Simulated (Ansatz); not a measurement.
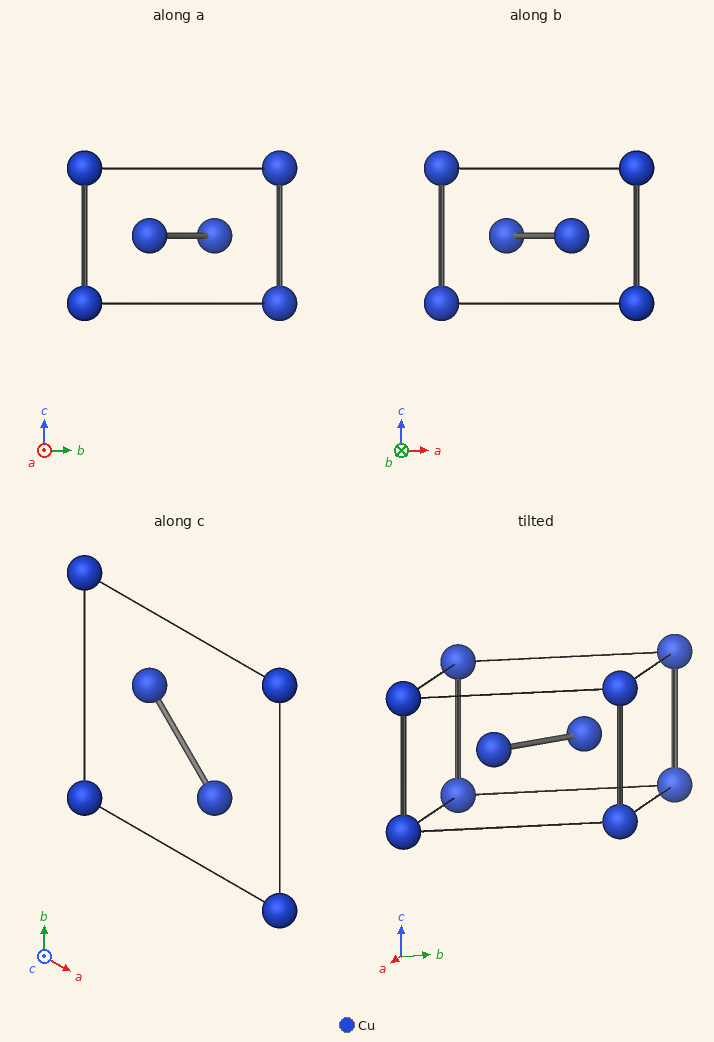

A ball-and-stick rendering, viewed along the a axis, along the b axis, along the c axis and slightly off an axis. The conventional unit cell is drawn as a box.

Lattice parameters: a = 3.9984 Å, b = 3.9984 Å, c = 2.4004 Å, α = 90.000°, β = 90.000°, γ = 120.000°.

Q: Give the atomic positions as a CIF in P1 with every atom of the cell.

A:
```cif
data_structure
_symmetry_space_group_name_H-M 'P 1'
_symmetry_Int_Tables_number 1
_cell_length_a 3.9984
_cell_length_b 3.9984
_cell_length_c 2.4004
_cell_angle_alpha 90.000
_cell_angle_beta 90.000
_cell_angle_gamma 120.000
_cell_volume 33.23
loop_
_atom_site_label
_atom_site_type_symbol
_atom_site_fract_x
_atom_site_fract_y
_atom_site_fract_z
_atom_site_occupancy
Cu1 Cu 0.0000 0.0000 0.0000 1
Cu2 Cu 0.3333 0.6667 0.5000 1
Cu3 Cu 0.6667 0.3333 0.5000 1
```

The structure comes from a structure type filled with this element by a generator (whether the element takes this form wasn't checked). It is drawn as it came out of a relaxation with DFT, LDA (PW92), plane waves (420 eV) with PAW, scalar-relativistic (Ansatz).
